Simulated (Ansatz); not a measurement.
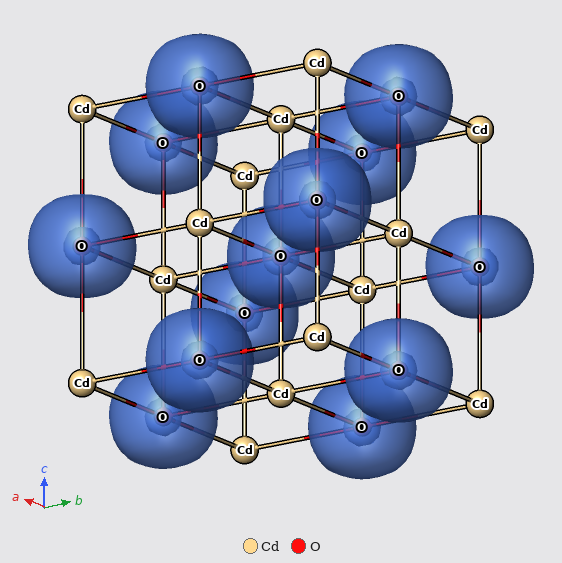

The picture shows: CdO. Isosurface of the electron localisation function at 0.65 (blue), seen at an oblique angle. Only the valence region is drawn (cores and ρ < 0.01 e/Å³ removed). Sticks mark near contacts.

Space group Fm-3m; a structure from a database of computed crystals, not necessarily the ambient phase; changed on purpose from its base cell (equal strain along all axes, cell held, atoms relaxed: +2.0 %); computed pressure about −8 GPa in this cell.

Theory: DFT r2SCAN, scalar-relativistic, plane waves, PAW in Ansatz.

In a PAW calculation such maps are meaningful between the atoms, not at the nuclei.

```xyz
8
Lattice="4.8002 0.0000 0.0000 0.0000 4.8002 0.0000 0.0000 0.0000 4.8002" Properties=species:S:1:pos:R:3 pbc="T T T"
Cd    0.0000    0.0000    0.0000
Cd    2.4001    2.4001    0.0000
Cd    2.4001    0.0000    2.4001
Cd    0.0000    2.4001    2.4001
O     2.4001    0.0000    0.0000
O     0.0000    2.4001    0.0000
O     0.0000    0.0000    2.4001
O     2.4001    2.4001    2.4001
```

Question: Where are the electrons localised?

Answer: The ELF exceeds this value in four regions wrapped around O (the valence shell of each), counted in one cell of 8 atoms. Regions shared between cells count once. Profiles from the grid: Cd–O (2.40 Å): the ELF is about 0.10 at the midpoint (no localised pair shows between them).

Question: Metal or insulator at this level of theory?

Answer: It is metallic or semimetallic at this level of theory: no gap opens.
